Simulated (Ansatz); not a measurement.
# Run report: Ga2O3, geometry relaxation (part 2 of 2)

Ga2O3 (R-3c, 10 atoms in the cell); DFT PBE, scalar-relativistic, plane waves, PAW, no spin polarisation (Ansatz 0.2.0); cutoff 420 eV, 6×6×6 k-mesh, Gaussian smearing of 0.02 eV. The structure derives from a Materials Project entry.

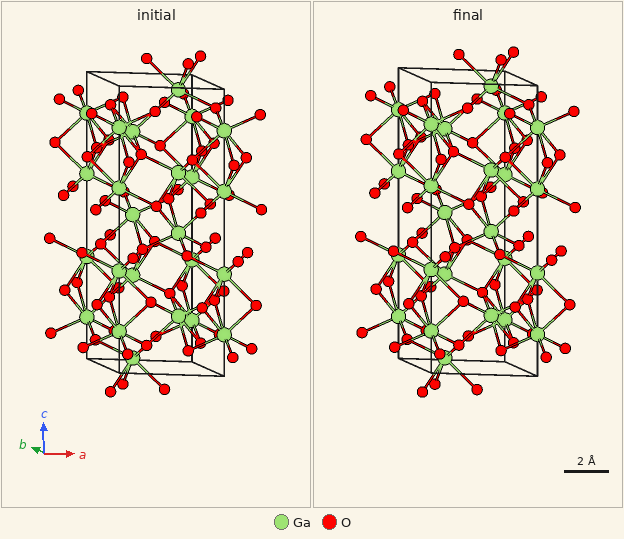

**Figure 1.** Before (left) and after (right) the relaxation, at one scale (ball-and-stick view of the cell 3 times as large as that of the calculation, set on its symmetry axes, with bonded neighbours outside it, seen slightly off an axis). Over 6 geometry steps the energy falls by 8.7 meV per atom. The largest force component goes from 0.047 to 0.00015 eV/Å. The pressure goes from 7.99 to 0.02 GPa. 1 further SCF at an unchanged geometry re-selected the plane-wave basis for the new cell. No atom moves by more than 0.005 Å relative to the cell. The volume changes by +3.7 %, with a = b 4.997 → 5.058 Å (+1.2 %), c 13.451 → 13.623 Å (+1.3 %). Distances before and after: Ga1–O5 2.077 → 2.105 Å, Ga1–O10 1.930 → 1.952 Å. The space group stays R-3c (No. 167). The energy change given includes the shifts at the re-selections in mid-walk, which come without any move. A last SCF at the same geometry on a re-selected plane-wave basis shifts the energy by −0.1 meV per atom. (Atoms are counted from 1 in the order of the input.)

```
basis re-selected at this cell: Δ(F+E_penalty+E_count) = -7.475e-4 eV, ΔP = +0.006 GPa vs the last step (what re-selecting the basis moved, of the pressure what is left beyond the Pulay correction that the steps carried, after the strain that the cell walked since its last selection, with what the two solves' SCF thresholds leave and, on support functions, any second-order correction that the steps lacked; it is no measure of the basis error at this ecutwfc). This SCF's stress stands 2.02e-2 GPa from its target on what of the cell is left free (relax.cell.stress_tol is 5.00e-2 GPa) and its largest allowed force component is 1.50e-4 eV/Å (relax.f_tol is 5.00e-3 eV/Å): within both
SCF converged after 7 iterations
Free energy (F): -18539.814193 eV
Harris-Foulkes:  -18539.814193 eV  (|F-HF|=1.09e-11)
Internal energy: -18539.814193 eV  (E = F + TS)
E sigma→0 (E₀):  -18539.814193 eV
Fermi energy:    9.797783 eV
--- Per-component energies (eV) ---
  E_band       = -38.822329
  E_kinetic    = 1517.075296
  E_local      = -8663.594053  (includes V_loc(G=0)·N_el)
  E_nonlocal   = 2022.689678
  E_hartree    = 3902.256719
  E_xc         = -711.188009
  E_vxc        = -788.851333  (∫ρ·V_xc dr)
  E_paw        = -8946.014126  (= ΣΔE_a)
  E_vpaw       = -1930.669631  (= ΣTr[D̂ρ^β])
  E_aug_tail   = 0.014255  (compensation charges beyond the density's cutoff)
  E_ewald      = -7661.053954
  E_smearing   = -0.000000  (= −TS)
  E_closure    = 0.000000  (closes the sum)
  Σ components = -18539.814193   (vs F -18539.814193, Δ=0.00e0)
--- Forces (eV/Å), atoms counted from 1 ---
  atom   1  Ga    -0.00000000     0.00000000    -0.00000661
  atom   2  Ga    -0.00000000     0.00000000     0.00000661
  atom   3  Ga     0.00000000    -0.00000000     0.00000661
  atom   4  Ga     0.00000000     0.00000000    -0.00000661
  atom   5  O      0.00007507    -0.00013003     0.00000000
  atom   6  O     -0.00015015    -0.00000000    -0.00000000
  atom   7  O      0.00007507     0.00013003    -0.00000000
  atom   8  O     -0.00007507     0.00013003    -0.00000000
  atom   9  O     -0.00007507    -0.00013003     0.00000000
  atom  10  O      0.00015015     0.00000000     0.00000000
  max |Σ_I F_I| component: 2.34e-18 eV/Å
--- Stress (GPa, compression-positive) ---
        0.018880       0.000000      -0.000000
        0.000000       0.018880       0.000000
       -0.000000       0.000000       0.020160
  P = ⅓ Tr σ = 0.0193 GPa (0.193 kbar)
--- Band table (eV; the first three rows and the last of 32) ---
  k-point 0: bands = ["-10.0740", "-8.2343", "-8.2343", "-8.1989", "-8.1839", "-8.1839", "-4.1439", "-4.1439", "-4.0645", "-4.0645", "-4.0033", "-3.9684", "-3.9303", "-3.9303", "-3.9004", "-3.9004", "-3.8574", "-3.8574", "-3.7886", "-3.7882", "-3.7882", "-3.7872", "-3.5601", "-3.5601", "-3.0044", "-3.0044", "1.5904", "2.2725", "3.5559", "3.5559", "4.5438", "4.7403", "5.1727", "5.1727", "5.4743", "7.6022", "7.6022", "8.0847", "8.0847", "8.2796", "8.2796", "8.2870", "8.3646", "8.3646", "10.9983", "14.9155", "15.1678", "17.1137", "18.4530", "18.4600", "18.4600", "19.3053", "19.5014", "19.5014"]
  k-point 1: bands = ["-9.9565", "-8.3474", "-8.2447", "-8.2390", "-8.1953", "-8.1712", "-4.1290", "-4.1285", "-4.0606", "-4.0572", "-4.0031", "-3.9714", "-3.9252", "-3.9248", "-3.9095", "-3.9038", "-3.8673", "-3.8607", "-3.8026", "-3.7918", "-3.7864", "-3.7318", "-3.5920", "-3.5567", "-3.1065", "-3.0378", "1.7472", "2.2377", "3.1584", "4.0338", "4.2243", "4.9905", "5.3512", "5.7680", "6.0443", "6.8534", "7.4978", "7.6223", "7.8450", "8.0620", "8.0765", "8.1580", "8.4243", "8.5258", "11.8692", "14.8218", "15.4770", "16.7648", "17.5426", "18.2747", "19.1290", "19.2217", "19.9480", "20.0984"]
  k-point 2: bands = ["-9.6283", "-8.6923", "-8.2743", "-8.2617", "-8.2052", "-8.1853", "-4.1048", "-4.0868", "-4.0467", "-4.0387", "-4.0006", "-3.9787", "-3.9414", "-3.9354", "-3.9107", "-3.9068", "-3.8747", "-3.8592", "-3.8243", "-3.7932", "-3.7838", "-3.6860", "-3.5815", "-3.5329", "-3.2964", "-3.1557", "2.0616", "2.5371", "2.6382", "4.0994", "4.7725", "5.4045", "5.4540", "6.1481", "6.5386", "6.6865", "6.9592", "7.0443", "7.6257", "7.6484", "7.9053", "7.9816", "8.4139", "8.5393", "13.3408", "14.7117", "15.3580", "15.9647", "17.5678", "17.9227", "19.0798", "19.7145", "19.9382", "20.2054"]
  k-point 31: bands = ["-9.2474", "-9.2474", "-8.2114", "-8.2114", "-8.2114", "-8.2114", "-4.0700", "-4.0700", "-4.0700", "-4.0700", "-4.0539", "-4.0539", "-3.9417", "-3.9417", "-3.9417", "-3.9417", "-3.8015", "-3.8015", "-3.8015", "-3.8015", "-3.7342", "-3.7342", "-3.3601", "-3.3601", "-3.3601", "-3.3601", "2.5710", "2.5710", "4.2922", "4.2922", "4.8371", "4.8371", "4.8371", "4.8371", "6.2190", "6.2190", "7.1827", "7.1827", "7.1827", "7.1827", "8.3049", "8.3049", "8.3049", "8.3049", "14.0804", "14.0804", "16.0876", "16.0876", "17.7969", "17.7969", "19.8402", "19.8402", "19.8402", "19.8402"]
--- Relaxed structure (7 steps of the walk, 7 accepted, 2 SCFs on fresh bases) ---
  F+E_penalty+E_count = -18539.81419317 eV   max|allowed force component| = 1.501e-4 eV/Å   (the final SCF, on the basis selected at the relaxed cell)
  cell:  # Å, volume = 100.5915 Å³
    - [2.528807188962257, 1.4600075112760198, 4.540873168788909]
    - [-2.528807188962257, 1.4600075112760198, 4.540873168788909]
    - [3.5987956778477846e-34, -2.9200150225520405, 4.540873168788909]
  atoms:
    - { symbol: Ga, position: [0.8558438246864204, 0.8558438246864204, 0.8558438246864204] }
    - { symbol: Ga, position: [0.6441561753135795, 0.6441561753135795, 0.6441561753135794] }
    - { symbol: Ga, position: [0.1441561753135794, 0.1441561753135794, 0.14415617531357938] }
    - { symbol: Ga, position: [0.3558438246864207, 0.3558438246864207, 0.3558438246864206] }
    - { symbol: O, position: [0.7499999999999999, 0.4468728986626293, 0.05312710133737053] }
    - { symbol: O, position: [0.4468728986626293, 0.05312710133737053, 0.7499999999999999] }
    - { symbol: O, position: [0.053127101337370475, 0.75, 0.4468728986626293] }
    - { symbol: O, position: [0.25, 0.5531271013373706, 0.9468728986626294] }
    - { symbol: O, position: [0.9468728986626294, 0.24999999999999994, 0.5531271013373705] }
    - { symbol: O, position: [0.5531271013373704, 0.9468728986626294, 0.25] }
```

## Trajectory as extended XYZ (Å, eV, eV/Å), 9 frames, from step=1 to step=9
```
10
Lattice="2.4987 1.4426 4.4836 -2.4987 1.4426 4.4836 0.0000 -2.8852 4.4836" Properties=species:S:1:pos:R:3:forces:R:3 step=1 energy=-18539.72662 pressure_GPa=7.99
Ga    0.0000    0.0000   11.5082    0.0000   0.0000   0.0471
Ga    0.0000    0.0000    8.6678    0.0000   0.0000  -0.0471
Ga    0.0000    0.0000    1.9425    0.0000   0.0000  -0.0471
Ga    0.0000    0.0000    4.7829    0.0000   0.0000   0.0471
O     0.7575    1.5732    5.6044    0.0049  -0.0085   0.0000
O     0.9837   -1.4426    5.6044   -0.0098   0.0000   0.0000
O    -1.7412   -0.1306    5.6044    0.0049   0.0085   0.0000
O    -0.7575   -1.5732    7.8462   -0.0049   0.0085   0.0000
O     1.7412    0.1306    7.8462   -0.0049  -0.0085   0.0000
O    -0.9837    1.4426    7.8462    0.0098   0.0000   0.0000
10
Lattice="2.5139 1.4514 4.5222 -2.5139 1.4514 4.5222 0.0000 -2.9028 4.5222" Properties=species:S:1:pos:R:3:forces:R:3 step=2 energy=-18539.78518 pressure_GPa=3.17
Ga    0.0000    0.0000   11.6063    0.0000   0.0000   0.0373
Ga    0.0000    0.0000    8.7437    0.0000   0.0000  -0.0373
Ga    0.0000    0.0000    1.9604    0.0000   0.0000  -0.0373
Ga    0.0000    0.0000    4.8230    0.0000   0.0000   0.0373
O     0.7628    1.5817    5.6528   -0.0052   0.0090   0.0000
O     0.9884   -1.4514    5.6528    0.0104   0.0000   0.0000
O    -1.7511   -0.1303    5.6528   -0.0052  -0.0090   0.0000
O    -0.7628   -1.5817    7.9139    0.0052  -0.0090   0.0000
O     1.7511    0.1303    7.9139    0.0052   0.0090   0.0000
O    -0.9884    1.4514    7.9139   -0.0104   0.0000   0.0000
10
Lattice="2.5276 1.4593 4.5345 -2.5276 1.4593 4.5345 0.0000 -2.9186 4.5345" Properties=species:S:1:pos:R:3:forces:R:3 step=3 energy=-18539.79257 pressure_GPa=0.15
Ga    0.0000    0.0000   11.6406    0.0000   0.0000   0.0237
Ga    0.0000    0.0000    8.7644    0.0000   0.0000  -0.0237
Ga    0.0000    0.0000    1.9627    0.0000   0.0000  -0.0237
Ga    0.0000    0.0000    4.8389    0.0000   0.0000   0.0237
O     0.7665    1.5911    5.6681   -0.0013   0.0022   0.0000
O     0.9947   -1.4593    5.6681    0.0026   0.0000   0.0000
O    -1.7611   -0.1318    5.6681   -0.0013  -0.0022   0.0000
O    -0.7665   -1.5911    7.9353    0.0013  -0.0022   0.0000
O     1.7611    0.1318    7.9353    0.0013   0.0022   0.0000
O    -0.9947    1.4593    7.9353   -0.0026   0.0000   0.0000
10
Lattice="2.5271 1.4590 4.5402 -2.5271 1.4590 4.5402 0.0000 -2.9181 4.5402" Properties=species:S:1:pos:R:3:forces:R:3 step=4 energy=-18539.79222 pressure_GPa=-0.02
Ga    0.0000    0.0000   11.6562    0.0000   0.0000   0.0088
Ga    0.0000    0.0000    8.7746    0.0000   0.0000  -0.0088
Ga    0.0000    0.0000    1.9643    0.0000   0.0000  -0.0088
Ga    0.0000    0.0000    4.8460    0.0000   0.0000   0.0088
O     0.7658    1.5916    5.6752    0.0054  -0.0093   0.0000
O     0.9954   -1.4590    5.6752   -0.0108   0.0000   0.0000
O    -1.7613   -0.1326    5.6752    0.0054   0.0093   0.0000
O    -0.7658   -1.5916    7.9453   -0.0054   0.0093   0.0000
O     1.7613    0.1326    7.9453   -0.0054  -0.0093   0.0000
O    -0.9954    1.4590    7.9453    0.0108   0.0000   0.0000
10
Lattice="2.5275 1.4593 4.5384 -2.5275 1.4593 4.5384 0.0000 -2.9186 4.5384" Properties=species:S:1:pos:R:3:forces:R:3 step=5 energy=-18539.79229 pressure_GPa=-0.02
Ga    0.0000    0.0000   11.6519    0.0000   0.0000   0.0083
Ga    0.0000    0.0000    8.7710    0.0000   0.0000  -0.0083
Ga    0.0000    0.0000    1.9633    0.0000   0.0000  -0.0083
Ga    0.0000    0.0000    4.8443    0.0000   0.0000   0.0083
O     0.7661    1.5916    5.6730    0.0023  -0.0039   0.0000
O     0.9953   -1.4593    5.6730   -0.0045   0.0000   0.0000
O    -1.7614   -0.1323    5.6730    0.0023   0.0039   0.0000
O    -0.7661   -1.5916    7.9422   -0.0023   0.0039   0.0000
O     1.7614    0.1323    7.9422   -0.0023  -0.0039   0.0000
O    -0.9953    1.4593    7.9422    0.0045   0.0000   0.0000
10
Lattice="2.5276 1.4593 4.5379 -2.5276 1.4593 4.5379 0.0000 -2.9186 4.5379" Properties=species:S:1:pos:R:3:forces:R:3 step=6 energy=-18539.79235 pressure_GPa=0.00
Ga    0.0000    0.0000   11.6514    0.0000   0.0000   0.0000
Ga    0.0000    0.0000    8.7692    0.0000   0.0000   0.0000
Ga    0.0000    0.0000    1.9623    0.0000   0.0000   0.0000
Ga    0.0000    0.0000    4.8445    0.0000   0.0000   0.0000
O     0.7662    1.5914    5.6724   -0.0001   0.0001   0.0000
O     0.9951   -1.4593    5.6724    0.0001   0.0000   0.0000
O    -1.7613   -0.1321    5.6724   -0.0001  -0.0001   0.0000
O    -0.7662   -1.5914    7.9414    0.0001  -0.0001   0.0000
O     1.7613    0.1321    7.9414    0.0001   0.0001   0.0000
O    -0.9951    1.4593    7.9414   -0.0001   0.0000   0.0000
10
Lattice="2.5276 1.4593 4.5379 -2.5276 1.4593 4.5379 0.0000 -2.9186 4.5379" Properties=species:S:1:pos:R:3:forces:R:3 step=7 energy=-18539.81412 pressure_GPa=0.34
Ga    0.0000    0.0000   11.6514    0.0000   0.0000  -0.0014
Ga    0.0000    0.0000    8.7692    0.0000   0.0000   0.0014
Ga    0.0000    0.0000    1.9623    0.0000   0.0000   0.0014
Ga    0.0000    0.0000    4.8445    0.0000   0.0000  -0.0014
O     0.7662    1.5914    5.6724   -0.0012   0.0021   0.0000
O     0.9951   -1.4593    5.6724    0.0024   0.0000   0.0000
O    -1.7613   -0.1321    5.6724   -0.0012  -0.0021   0.0000
O    -0.7662   -1.5914    7.9414    0.0012  -0.0021   0.0000
O     1.7613    0.1321    7.9414    0.0012   0.0021   0.0000
O    -0.9951    1.4593    7.9414   -0.0024   0.0000   0.0000
10
Lattice="2.5288 1.4600 4.5409 -2.5288 1.4600 4.5409 0.0000 -2.9200 4.5409" Properties=species:S:1:pos:R:3:forces:R:3 step=8 energy=-18539.81345 pressure_GPa=0.01
Ga    0.0000    0.0000   11.6588    0.0000   0.0000   0.0002
Ga    0.0000    0.0000    8.7751    0.0000   0.0000  -0.0002
Ga    0.0000    0.0000    1.9638    0.0000   0.0000  -0.0002
Ga    0.0000    0.0000    4.8475    0.0000   0.0000   0.0002
O     0.7665    1.5923    5.6761    0.0001  -0.0002   0.0000
O     0.9957   -1.4600    5.6761   -0.0002   0.0000   0.0000
O    -1.7623   -0.1323    5.6761    0.0001   0.0002   0.0000
O    -0.7665   -1.5923    7.9465   -0.0001   0.0002   0.0000
O     1.7623    0.1323    7.9465   -0.0001  -0.0002   0.0000
O    -0.9957    1.4600    7.9465    0.0002   0.0000   0.0000
10
Lattice="2.5288 1.4600 4.5409 -2.5288 1.4600 4.5409 0.0000 -2.9200 4.5409" Properties=species:S:1:pos:R:3:forces:R:3 step=9 energy=-18539.81419 pressure_GPa=0.02
Ga    0.0000    0.0000   11.6588    0.0000   0.0000   0.0000
Ga    0.0000    0.0000    8.7751    0.0000   0.0000   0.0000
Ga    0.0000    0.0000    1.9638    0.0000   0.0000   0.0000
Ga    0.0000    0.0000    4.8475    0.0000   0.0000   0.0000
O     0.7665    1.5923    5.6761    0.0001  -0.0001   0.0000
O     0.9957   -1.4600    5.6761   -0.0001   0.0000   0.0000
O    -1.7623   -0.1323    5.6761    0.0001   0.0001   0.0000
O    -0.7665   -1.5923    7.9465   -0.0001   0.0001   0.0000
O     1.7623    0.1323    7.9465   -0.0001  -0.0001   0.0000
O    -0.9957    1.4600    7.9465    0.0001   0.0000   0.0000
```

The run was set up as follows.

## The input
```yaml
crystal:
  lattice:
    - [2.4986991939, 1.4426246522, 4.4835497685]
    - [-2.4986991939, 1.4426246522, 4.4835497685]
    - [0.0, -2.8852493044, 4.4835497685]
  atoms:
    - { symbol: Ga, position: [0.85558558, 0.85558558, 0.85558558] }
    - { symbol: Ga, position: [0.64441442, 0.64441442, 0.64441442] }
    - { symbol: Ga, position: [0.14441442, 0.14441442, 0.14441442] }
    - { symbol: Ga, position: [0.35558558, 0.35558558, 0.35558558] }
    - { symbol: O, position: [0.75, 0.44683282, 0.05316718] }
    - { symbol: O, position: [0.44683282, 0.05316718, 0.75] }
    - { symbol: O, position: [0.05316718, 0.75, 0.44683282] }
    - { symbol: O, position: [0.25, 0.55316718, 0.94683282] }
    - { symbol: O, position: [0.94683282, 0.25, 0.55316718] }
    - { symbol: O, position: [0.55316718, 0.94683282, 0.25] }
basis:
  ecutwfc: 420
kpoints:
  mp_grid: { grid: [6, 6, 6] }
hamiltonian:
  xc: pbe
scf:
  occupations: { method: gaussian, width: 0.02 }
output:
  forces: true
  stress: true
  eigenvalues: true
relax:
  adjacent_minimum: "off"
  f_tol: 0.005
  max_steps: 80
  cell: { stress_tol: 0.05 }
```

Launched with:
```bash
ansatz run input.yaml --threads 4 --pin off --max-ram 10240MiB --backend cpu --events-out ev --progress --plain --runs-dir out
```

## Summary

- outcome: converged
- space group (tolerance 0.01 Å): R-3c (167)
- electrons treated: 88
- free energy: −18539.8142 eV
- Fermi energy: 9.798 eV
- gap on the k-point mesh: 2.40 eV
- pressure: 0.02 GPa
- final volume: 100.59 Å³
- largest force (length of the vector) at the end: under 0.001 eV/Å
- final cell: a = 5.399 Å, b = 5.399 Å, c = 5.399 Å, α = 55.86°, β = 55.86°, γ = 55.86°
- hardware: 4 threads of Arm Neoverse V2, 24 GiB of memory available, shared host
- wall time: 25 s (CPU time 95 s)
- peak memory: 0.53 GiB
